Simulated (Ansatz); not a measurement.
Run report: Co, geometry relaxation (part 2 of 2)

The same run, continued: Co (1 atom in the cell); DFT, PBE, plane waves, PAW, spin-polarised (Ansatz 0.2.0); cutoff 420 eV, 20×20×20 k-mesh, Gaussian smearing of 0.1 eV, collinear spins. The structure derives from a Materials Project entry.

Geometry of the input (Å; fractional positions):
```
0.0000  1.7567  1.7567
1.7567  0.0000  1.7567
1.7567  1.7567  0.0000
Co 0.0000  0.0000  0.0000
```

**What the program printed, continued**
```
SCF iter   1: F=—  HF=-5126.138822 eV  |F-HF|=—  |Δ(HF+E_count)|=         —  Δρ=8.57e-4 (↑8.57e-4 ↓4.80e-4)  dr2=1.16e-4  dr2_m=5.28e-6  M=1.657 μB ∫|m|=1.805 μB  β_m=0.65  ethr=6.22e-7  ⟨swp⟩=2.6  Hψ=136076  notcnv=0
preconditioner: auto → none  [metal: Δε(μ)=0.004 eV  Ē_g=15.897 eV  σ=0.100 eV  W_gap=0.02  n_scr=0 (ndim 8)  ℏωp=33.7 eV  f_vac=0.000  D(μ)=1.22/eV (n_scr^D=14)]
SCF iter   2: F=—  HF=-5126.138826 eV  |F-HF|=—  |Δ(HF+E_count)|=   3.27e-6  Δρ=9.86e-4 (↑9.86e-4 ↓8.80e-4)  dr2=1.83e-4  dr2_m=4.12e-7  M=1.657 μB ∫|m|=1.805 μB  β_m=0.24  ethr=6.22e-7  ⟨swp⟩=2.0  Hψ=34796  notcnv=0
SCF iter   3: F=—  HF=-5126.138781 eV  |F-HF|=—  |Δ(HF+E_count)|=   4.50e-5  Δρ=3.02e-4 (↑1.84e-4 ↓3.02e-4)  dr2=9.14e-6  dr2_m=8.53e-7  M=1.657 μB ∫|m|=1.805 μB  β_m=0.65  ethr=6.22e-7  ⟨swp⟩=2.5  Hψ=31396  notcnv=0
SCF iter   4: F=—  HF=-5126.138800 eV  |F-HF|=—  |Δ(HF+E_count)|=   1.98e-5  Δρ=1.24e-4 (↑3.39e-5 ↓1.24e-4)  dr2=9.17e-7  dr2_m=5.30e-7  M=1.658 μB ∫|m|=1.806 μB  β_m=0.82  ethr=5.38e-8  ⟨swp⟩=2.2  Hψ=34751  notcnv=0
SCF iter   5: F=—  HF=-5126.138805 eV  |F-HF|=—  |Δ(HF+E_count)|=   4.72e-6  Δρ=4.13e-5 (↑1.07e-5 ↓4.13e-5)  dr2=1.43e-7  dr2_m=2.86e-8  M=1.658 μB ∫|m|=1.806 μB  β_m=0.91  ethr=5.39e-9  ⟨swp⟩=2.0  Hψ=34756  notcnv=0
SCF iter   6: F=—  HF=-5126.138805 eV  |F-HF|=—  |Δ(HF+E_count)|=   1.26e-7  Δρ=1.12e-5 (↑1.12e-5 ↓1.08e-5)  dr2=2.97e-8  dr2_m=2.41e-10  M=1.658 μB ∫|m|=1.807 μB  β_m=0.95  ethr=8.39e-10  ⟨swp⟩=2.0  Hψ=34780  notcnv=0
SCF iter   7: F=-5126.138805 eV  HF=-5126.138805 eV  |F-HF|=1.88e-8  |Δ(HF+E_count)|=   1.65e-8  Δρ=1.15e-5 (↑7.44e-6 ↓1.15e-5)  dr2=2.32e-8  dr2_m=5.42e-10  M=1.658 μB ∫|m|=1.807 μB  ethr=1.75e-10  ⟨swp⟩=2.0  Hψ=62659  notcnv=0
SCF 3 converged in 7 iterations: F = -5126.138805 eV  dr2 = 2.32e-8
relax step   3: F+E_penalty+E_count = -5126.13880519 eV  Δ(F+E_penalty+E_count) = -4.271e-5 eV  max|allowed force component| = 0.000e0 eV/Å  Δτ_max = 0.0000 Å  P = +0.002 GPa  Ω = 10.917 Å³  energy of the carried Pulay correction = -8.578e-5 eV  (7 SCF iters, dr2 threshold 1.00e-7 eV, accepted)
Initial wavefunctions: pseudopotential atomic-orbital guess (no wavefunctions were taken with the density)
iter 1 solved again at ethr=3.69e-9 eV; its pass at ethr=3.10e-3 eV (dr2=6.28e-7 eV) is discarded
SCF iter   1: F=—  HF=-5126.138894 eV  |F-HF|=—  |Δ(HF+E_count)|=         —  Δρ=3.83e-5 (↑2.56e-5 ↓3.83e-5)  dr2=1.11e-7  dr2_m=6.18e-9  M=1.658 μB ∫|m|=1.807 μB  β_m=0.65  ethr=3.69e-9  ⟨swp⟩=3.2  Hψ=173699  notcnv=0
preconditioner: auto → none  [metal: Δε(μ)=0.003 eV  Ē_g=15.893 eV  σ=0.100 eV  W_gap=0.02  n_scr=0 (ndim 8)  ℏωp=33.7 eV  f_vac=0.000  D(μ)=1.22/eV (n_scr^D=14)]
SCF iter   2: F=—  HF=-5126.138894 eV  |F-HF|=—  |Δ(HF+E_count)|=   6.80e-9  Δρ=1.16e-5 (↑1.16e-5 ↓7.93e-6)  dr2=2.32e-8  dr2_m=1.33e-9  M=1.658 μB ∫|m|=1.807 μB  β_m=0.52  ethr=6.52e-10  ⟨swp⟩=2.1  Hψ=28629  notcnv=0
SCF iter   3: F=—  HF=-5126.138894 eV  |F-HF|=—  |Δ(HF+E_count)|=   2.40e-8  Δρ=1.35e-5 (↑1.35e-5 ↓9.62e-6)  dr2=2.07e-8  dr2_m=6.09e-10  M=1.658 μB ∫|m|=1.807 μB  β_m=0.46  ethr=1.36e-10  ⟨swp⟩=2.0  Hψ=34878  notcnv=0
SCF iter   4: F=—  HF=-5126.138894 eV  |F-HF|=—  |Δ(HF+E_count)|=  7.94e-10  Δρ=3.67e-6 (↑1.21e-6 ↓3.67e-6)  dr2=1.27e-9  dr2_m=3.96e-10  M=1.658 μB ∫|m|=1.807 μB  β_m=0.73  ethr=1.22e-10  ⟨swp⟩=2.4  Hψ=33864  notcnv=0
SCF iter   5: F=—  HF=-5126.138894 eV  |F-HF|=—  |Δ(HF+E_count)|=   1.16e-8  Δρ=1.97e-6 (↑1.97e-6 ↓4.80e-7)  dr2=2.54e-10  dr2_m=7.57e-11  M=1.658 μB ∫|m|=1.807 μB  β_m=0.83  ethr=7.46e-12  ⟨swp⟩=2.0  Hψ=34948  notcnv=0
SCF iter   6: F=—  HF=-5126.138894 eV  |F-HF|=—  |Δ(HF+E_count)|=  7.64e-11  Δρ=5.37e-7 (↑5.37e-7 ↓1.43e-7)  dr2=1.96e-11  dr2_m=5.92e-12  M=1.658 μB ∫|m|=1.807 μB  β_m=0.92  ethr=1.49e-12  ⟨swp⟩=1.2  Hψ=22704  notcnv=0
SCF iter   7: F=-5126.138894 eV  HF=-5126.138894 eV  |F-HF|=9.09e-13  |Δ(HF+E_count)|=  5.46e-12  Δρ=7.19e-8 (↑7.19e-8 ↓7.08e-8)  dr2=1.26e-12  dr2_m=1.10e-14  M=1.658 μB ∫|m|=1.807 μB  ethr=1.00e-12  ⟨swp⟩=3.9  Hψ=79294  notcnv=0
SCF 4 converged in 7 iterations: F = -5126.138894 eV  dr2 = 1.26e-12
relax step   4: F+E_penalty+E_count = -5126.13889372 eV  Δ(F+E_penalty+E_count) = -8.852e-5 eV  max|allowed force component| = 0.000e0 eV/Å  Δτ_max = 0.0000 Å  P = +0.013 GPa  Ω = 10.917 Å³  stress off target by 3.57e-2 GPa  SCF on the basis re-selected at this cell (its energy is not comparable with the rows above)  (7 SCF iters)
```

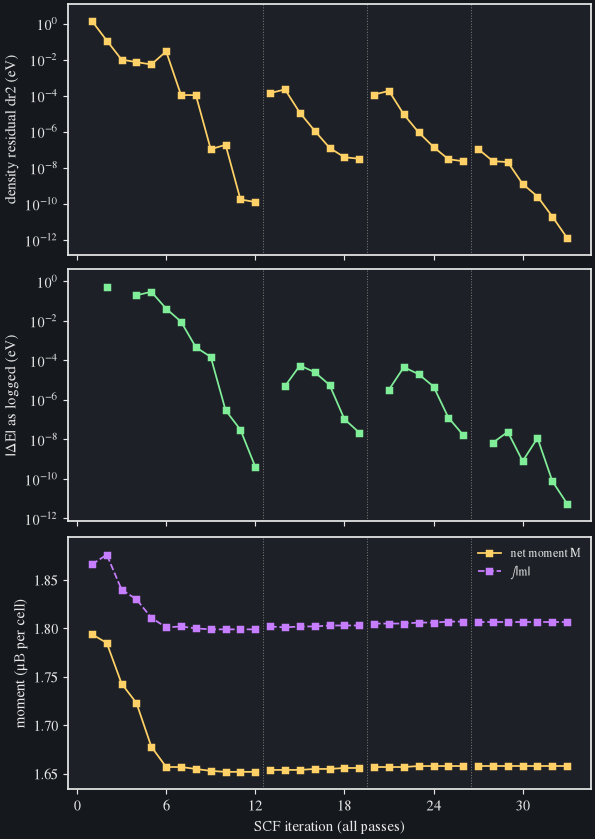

Figure 1. Convergence of the self-consistent field: density residual dr2, size of the energy change and magnetic moment against the SCF iteration. The dotted lines part the SCF passes of the relaxation: geometry steps, rejected trials and re-solves on a re-selected basis. The passes take 12, 7, 7 and 7 iterations. The net moment goes from 1.8 to 1.7 μB per cell.

```
basis re-selected at this cell: Δ(F+E_penalty+E_count) = -8.852e-5 eV, ΔP = +0.012 GPa vs the last step (what re-selecting the basis moved, of the pressure what is left beyond the Pulay correction that the steps carried, after the strain that the cell walked since its last selection, with what the two solves' SCF thresholds leave and, on support functions, any second-order correction that the steps lacked; it is no measure of the basis error at this ecutwfc). This SCF's stress stands 3.57e-2 GPa from its target on what of the cell is left free (relax.cell.stress_tol is 5.00e-2 GPa) and its largest allowed force component is 0.00e0 eV/Å (relax.f_tol is 5.00e-3 eV/Å): within both
SCF converged after 7 iterations
Magnetization: 1.6584 μB (9.3292 up, 7.6708 down)
Absolute magnetization: 1.8071 μB (∫|ρ↑−ρ↓|, with the PAW one-centre terms)
Spin contamination: 0.0263 ħ² per cell (⟨S²⟩ above its minimum at these occupations)
Per-site moments (μB) at R_I (Å): [(1.7266245168688048, 1.0266952098485227)]
Free energy (F): -5126.138894 eV
Harris-Foulkes:  -5126.138894 eV  (|F-HF|=9.09e-13)
Internal energy: -5126.132818 eV  (E = F + TS)
E sigma→0 (E₀):  -5126.135856 eV
Entropy (-TS):   -0.006076 eV (-6.076 meV/atom)
Fermi energy:    18.672213 eV
--- Per-component energies (eV) ---
  E_band       = -246.227037
  E_kinetic    = 453.390552
  E_local      = -2840.771097  (includes V_loc(G=0)·N_el)
  E_nonlocal   = 454.135259
  E_hartree    = 1190.268578
  E_xc         = -158.950907
  E_vxc        = -205.111455  (∫ρ·V_xc dr)
  E_paw        = -1515.108977  (= ΣΔE_a)
  E_vpaw       = -488.407637  (= ΣTr[D̂ρ^β])
  E_aug_tail   = 0.000108  (compensation charges beyond the density's cutoff)
  E_ewald      = -2709.096334
  E_smearing   = -0.006076  (= −TS)
  E_closure    = -0.000000  (closes the sum)
  Σ components = -5126.138894   (vs F -5126.138894, Δ=0.00e0)
--- Forces (eV/Å), atoms counted from 1 ---
  atom   1  Co    -0.00000000     0.00000000     0.00000000
  max |Σ_I F_I| component: 4.11e-32 eV/Å
--- Stress (GPa, compression-positive) ---
        0.013261       0.011225       0.011225
        0.011225       0.013261       0.011225
        0.011225       0.011225       0.013261
  P = ⅓ Tr σ = 0.0133 GPa (0.133 kbar)
--- Band table (eV; the first three rows and the last of 1540) ---
  k-point 0 ↑: bands = ["-77.5312", "-40.6080", "-40.6025", "-40.6025", "9.5792", "15.9126", "15.9348", "15.9348", "16.9602", "16.9602", "41.3544", "45.1374", "45.5686", "45.5686"]
  k-point 1 ↑: bands = ["-77.5296", "-40.6158", "-40.6072", "-40.6032", "9.7113", "15.8768", "15.9642", "15.9682", "16.9294", "16.9637", "41.0610", "43.8847", "44.8317", "45.7456"]
  k-point 2 ↑: bands = ["-77.5254", "-40.6395", "-40.6124", "-40.6061", "10.0364", "15.7932", "16.0338", "16.0360", "16.8888", "16.9595", "39.7977", "42.5639", "44.3834", "45.5513"]
  k-point 769 ↓: bands = ["-75.3735", "-38.8758", "-38.5940", "-38.5892", "14.3799", "17.4368", "17.5604", "18.0115", "19.8035", "20.1258", "25.7135", "39.4051", "42.4900", "42.8386"]
--- Relaxed structure (3 steps of the walk, 3 accepted, 1 SCFs on fresh bases) ---
  F+E_penalty+E_count = -5126.13889372 eV   max|allowed force component| = 0.000e0 eV/Å   (the final SCF, on the basis selected at the relaxed cell)
  cell:  # Å, volume = 10.9170 Å³
    - [0.0015311321036206775, 1.7614902717294043, 1.7614902717294043]
    - [1.7614902717294043, 0.0015311321036206769, 1.7614902717294043]
    - [1.7614902717294043, 1.7614902717294043, 0.0015311321036206773]
  atoms:
    - { symbol: Co, position: [0.0, 0.0, 0.0] }
```

**Trajectory as extended XYZ (Å, eV, eV/Å), 4 frames, from step=1 to step=4**
```
1
Lattice="0.0000 1.7567 1.7567 1.7567 0.0000 1.7567 1.7567 1.7567 0.0000" Properties=species:S:1:pos:R:3:forces:R:3 step=1 energy=-5126.13853 pressure_GPa=1.49
Co    0.0000    0.0000    0.0000    0.0000   0.0000   0.0000
1
Lattice="0.0006 1.7591 1.7591 1.7591 0.0006 1.7591 1.7591 1.7591 0.0006" Properties=species:S:1:pos:R:3:forces:R:3 step=2 energy=-5126.13876 pressure_GPa=0.71
Co    0.0000    0.0000    0.0000    0.0000   0.0000   0.0000
1
Lattice="0.0015 1.7615 1.7615 1.7615 0.0015 1.7615 1.7615 1.7615 0.0015" Properties=species:S:1:pos:R:3:forces:R:3 step=3 energy=-5126.13880 pressure_GPa=0.00
Co    0.0000    0.0000    0.0000    0.0000   0.0000   0.0000
1
Lattice="0.0015 1.7615 1.7615 1.7615 0.0015 1.7615 1.7615 1.7615 0.0015" Properties=species:S:1:pos:R:3:forces:R:3 step=4 energy=-5126.13889 pressure_GPa=0.01
Co    0.0000    0.0000    0.0000    0.0000   0.0000   0.0000
```

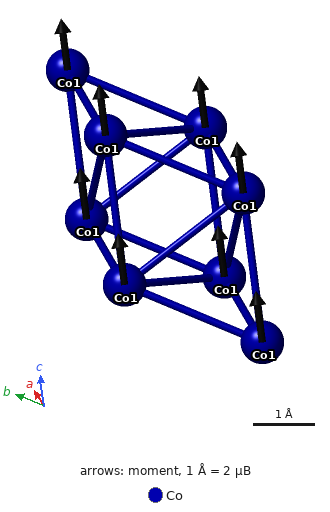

Figure 2. Magnetic moments of the sites as black arrows (ball-and-stick view of the reduced cell, seen at an oblique angle; atoms are numbered from 1 in the order of the input); small moments hardly show. The run is collinear, so the axis drawn is arbitrary. Site moments: Co1 (1.73 μB). They are counted near the atoms and needn't add up to the moment of the cell.

**Key numbers**

| quantity | value |
| --- | --- |
| outcome | converged |
| space group (tolerance 0.01 Å) | Fm-3m (225) |
| electrons treated | 17 |
| free energy | −5126.1389 eV |
| Fermi energy | 18.672 eV |
| gap on the k-point mesh | none (metallic) |
| net moment of the cell | 1.66 μB |
| integrated absolute moment | 1.81 μB |
| pressure | 0.01 GPa |
| final volume | 10.92 Å³ |
| largest force (length of the vector) at the end | under 0.001 eV/Å |
| final cell | a = 2.491 Å, b = 2.491 Å, c = 2.491 Å, α = 59.94°, β = 59.94°, γ = 59.94° |
| hardware | 1 thread of Arm Neoverse V2, 112 GiB of memory available, shared host |
| wall time | 76 s |
| peak memory | 0.51 GiB |

**Remarks**

Settings chosen away from the usual ones: kpoints.mp_grid.shift set to [0.5, 0.5, 0.5]. Warnings of the run: the k-point mesh lowers the symmetry that the run can use.
